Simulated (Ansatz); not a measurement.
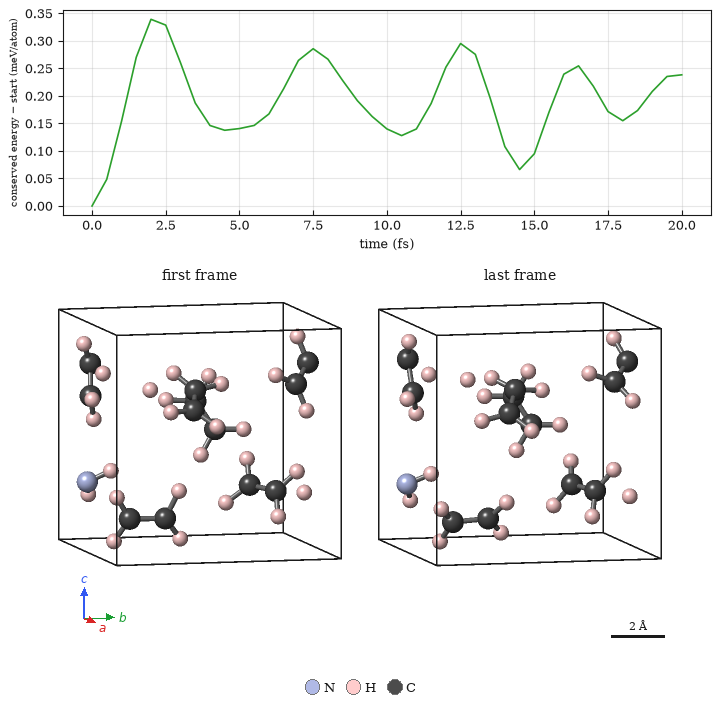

A Born-Oppenheimer molecular dynamics run of a periodic cell with 1 NH3 + 6 C2H4 at 0.446 g/cm³, 20 fs long. It starts from the last geometry of an earlier run, with fresh velocities. Style: ball-and-stick. Shown: the simulation cell, slightly off an axis.

Theory: Ansatz 0.2.0, DFT r2SCAN-D3(BJ), scalar-relativistic, plane waves, PAW. Settings: plane-wave cutoff 500 eV; k-point mesh 1 × 1 × 1; Fermi-Dirac smearing 0.02 eV; low-accuracy preset; Nosé-Hoover thermostat (NVT); set temperature 700 K; time step 0.5 fs; thermostat time 50.0 fs.

Q: How well is the energy conserved, and can the run be trusted?

A: The conserved quantity stays between 0 and 0.34 meV per atom of its start. A straight-line fit has a slope that amounts to +0.015 meV per atom over 20 fs (under 0.1 % of the mean kinetic energy), and the ripple about it is 1.6 % of the kinetic energy's fluctuation. With a drift under 2 % and a ripple under 7 %, the integration is accurate. Over the second half the temperature averages 599 K (spread ±15 K). The potential energy in the second half lies on average 14.1 meV per atom above the first frame.

Limits of the set-up: the program's low-accuracy preset was used.
